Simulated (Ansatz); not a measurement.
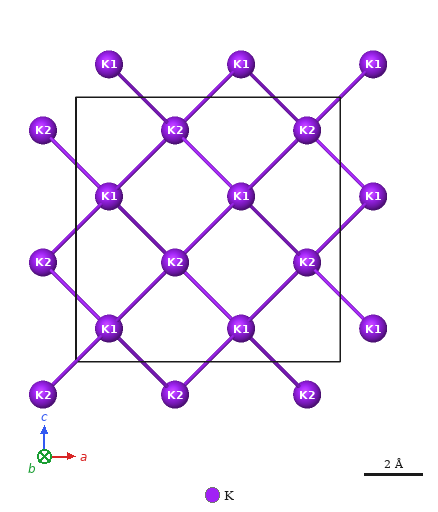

Crystalline K (a generated structure, set up in Fd-3m), before the relaxation. Style: ball-and-stick. Shown: the conventional cell (4 times the calculation's cell), along the b axis. Lengths and directions refer to the drawn axes.

Phase: diamond.

These are results of DFT, revPBE, plane waves (420 eV) with PAW, scalar-relativistic (Ansatz 0.2.0), not measurements.

Input file:
```yaml
crystal:
  lattice:
    - [0.0, 4.5833978046, 4.5833978046]
    - [4.5833978046, 0.0, 4.5833978046]
    - [4.5833978046, 4.5833978046, 0.0]
  atoms:
    - { symbol: K, position: [0.125, 0.125, 0.125] }
    - { symbol: K, position: [0.875, 0.875, 0.875] }
hamiltonian:
  xc: revpbe
  pseudopotentials:
    kind: paw
    azcp:
      K: "pseudopotentials/K.paw.azcp"
basis:
  ecutwfc: 420
  fft_grid_basis: typed
kpoints:
  mp_grid: { grid: [6, 6, 6], shift: [0, 0, 0] }
magnetization:
  spin_polarized: false
scf:
  occupations: { method: fermi_dirac, width: 0.1 }
relax:
  max_steps: 60
  f_tol: 0.01
  cell: {}
```

Predict the outcome.

Answer. The energy falls by 25.7 meV per atom in 4 accepted moves (5 points after the start). All forces vanish by symmetry, so only the cell relaxes. The pressure goes from 0.37 to 0.01 GPa. The SCF was repeated once at an unchanged geometry on a basis and grid sized afresh for the cell, which shifted the energy by 0.2 meV per atom at most. The atoms keep their places relative to the cell (all moves are under 0.005 Å). The volume changes by +26.9 %, with a = b = c 9.167 → 9.924 Å (+8.3 %). Some distances before and after: K1–K2 3.969 → 4.297 Å. The space group stays Fd-3m (No. 227). The run took 5.1 s on 2 threads of Intel(R) Xeon(R) Platinum 8488C (Sapphire Rapids), on a shared host, peak memory 0.47 GiB.

Final geometry:

```
CELL_PARAMETERS angstrom
0.00000 4.96216 4.96216
4.96216 0.00000 4.96216
4.96216 4.96216 0.00000
ATOMIC_POSITIONS crystal
K 0.12500 0.12500 0.12500
K 0.87500 0.87500 0.87500
```

The end point in the same view:

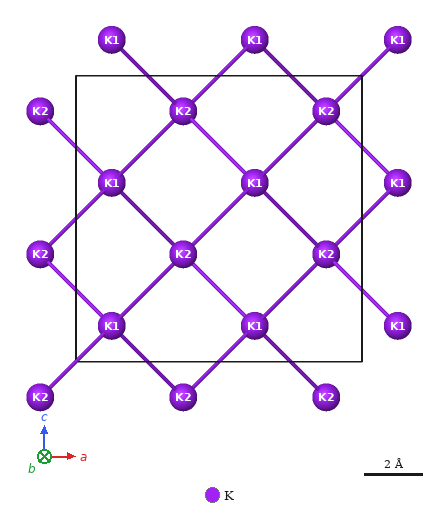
